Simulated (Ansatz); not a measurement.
System: Co.

Input

```
crystal:
  lattice:
    - [-1.360776918, 1.6554745885, 1.2131363087]
    - [1.6554745885, -1.360776918, 1.2131363087]
    - [2.7690692757, 2.7690692757, -0.6733969854]
  atoms:
    - { symbol: Co, position: [0.0415492003, 0.9584507997, 1.0], spin: -1.645 }
    - { symbol: Co, position: [0.7084507997, 0.2915492003, 0.5], spin: -1.645 }
hamiltonian:
  xc: mr2scan
  pseudopotentials:
    kind: paw
    azcp:
      Co: "pseudopotentials/Co.paw.azcp"
basis:
  ecutwfc: 500
  fft_grid_basis: typed
kpoints:
  mp_grid: { grid: [24, 24, 13], shift: [0, 0, 0] }
magnetization:
  spin_polarized: true
scf:
  occupations: { method: fermi_dirac, width: 0.05 }
output:
  write_density: true
  write_potential: true
  elf: true
  volumetric_format: npy
```

Run with:

```sh
ansatz run input.yaml --threads 2 --pin off --max-ram 5120MiB --backend cpu --events-out ev --progress --plain --runs-dir out
```

Below, planes, directions and counts refer to the conventional cell (a = 2.46 Å, b = 2.46 Å, c = 3.97 Å, α = 90.01°, β = 90.01°, γ = 120.02°).

Space group P6₃/mmc; set up as Co, beta-Sn type; a generated structure, not necessarily the stable one; spin-polarised.

Computed with DFT, m-r2SCAN, plane waves (500 eV) with PAW, scalar-relativistic in Ansatz 0.2.0.

Predict the valence pseudo-density, electron localisation function and spin density between the atoms.

Answer. Co–Co (2.46 Å): the density is about 0.35 e/Å³ at the midpoint; the ELF is about 0.25 at the midpoint: no localised pair shows between them.
The spin density sits on Co: −1.6 μB (×2) in one cell of 2 atoms: parallel main moments (a ferromagnetic arrangement) in this solution. The cell of the calculation (2 atoms) carries 3.1 μB of net spin moment.

Does the calculation give a band gap?

Answer. It is metallic or semimetallic at this level of theory: no gap opens.

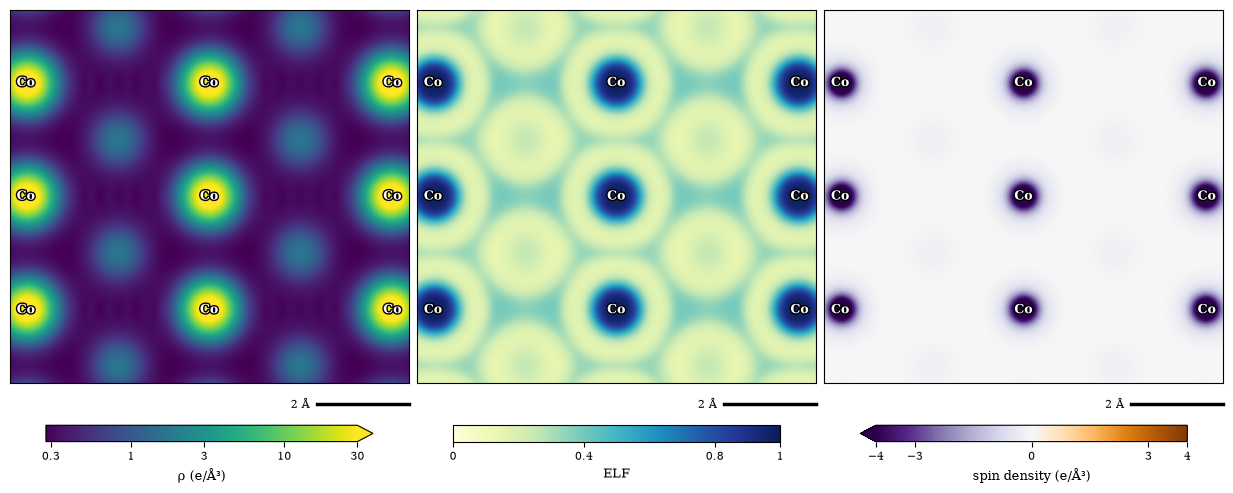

Computed valence pseudo-density, electron localisation function and spin density on the (11̄0) plane of the conventional cell, in this order. Atoms just off the plane (Co, 0.7 Å away) can leave unmarked features too.
